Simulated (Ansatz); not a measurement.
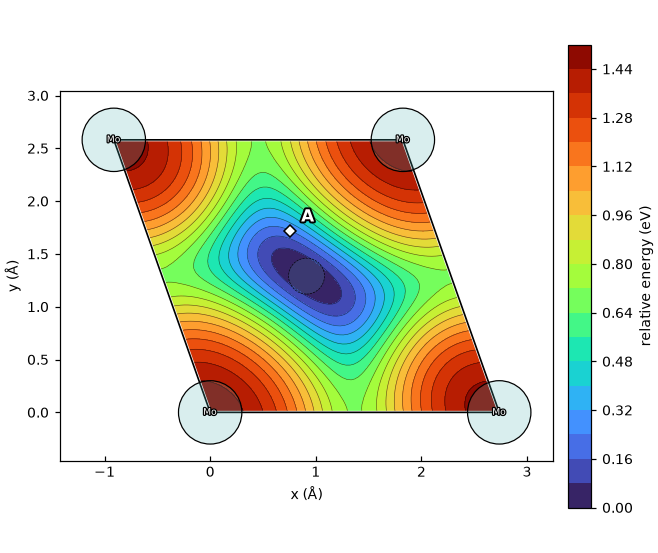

Si on a Mo(110) slab cut from the Im-3m phase, its upper half relaxed before the scan (12 atoms of substrate and one adsorbate in a 2 × 2 cell). Si is moved over the surface cell; relaxed at each place: the height of the adsorbate's atoms; substrate rigid; the origin of the map has the adsorbate above Mo9. Places are given modulo a cell vector. The map is drawn in real space over the plane of the surface. Grid: 6 × 6 points; 13 points were computed and 23 follow by symmetry. Places are given in fractions of the 1 × 1 surface cell. Energies are in eV, from the lowest grid point. These are results of DFT PBE, scalar-relativistic, plane waves, PAW (Ansatz 0.2.0), not measurements. Settings: cutoff 420 eV, k-mesh 5×5×1, gaussian smearing 0.1 eV, no spin polarisation.

Drawn: filled contours, labelled circles for the atoms of the top layer and small ones for the second layer, the outline of one cell of the plane, the point A. Between grid points the surface is interpolated.

Q: Is A at rest? If not, where is it pushed?

A: A, at (3/6, 4/6) of the cell vectors, is not a stationary point. The computed force is 1.2 eV/Å in the plane, pointing down and left in the picture (components −0.5 and −1.1 eV/Å).
